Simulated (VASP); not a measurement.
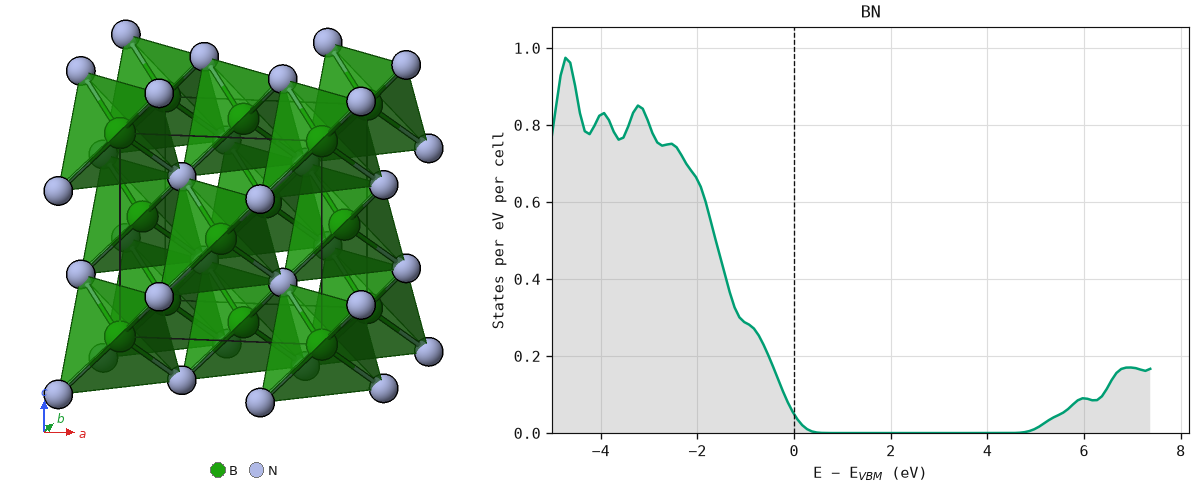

Density of states, beside the structure. Energies are counted from the top of the valence band. The DOS curve is built from the levels of the k mesh with Gaussians 0.55 eV wide, which also blur the band edges; ripples of that width can come from the mesh.

System: zincblende BN, space group F-43m, 2 atoms in the primitive cell.

Space group F-43m (No. 216). a = 3.607 Å, b = 3.607 Å, c = 3.607 Å, α = 90.00°, β = 90.00°, γ = 90.00°
```csv
atom,site,symmetry,x,y,z
B,4a,-43m,0.0000,0.0000,0.0000
N,4d,-43m,0.2500,0.2500,0.7500
```

Level of theory: r2SCAN, VASP PAW PBE potentials, release 64 (B, N), no spin polarisation, no spin-orbit coupling, 14×14×14 k mesh, 520 eV cutoff, Gaussian smearing of 0.03 eV; code VASP 6.6.1.

Question: Is there a gap at the Fermi level, and how wide?

Answer: There is a gap; over the k points computed it is 4.98 eV (indirect; the smallest direct gap on the k mesh is 9.56 eV).

The PAW data sets were made with another functional. LDA, GGA and most meta-GGA functionals understate gaps. The usual form of BN is layered hexagonal. The cell was derived from a database entry in an earlier step, so it needn't be the measured one.
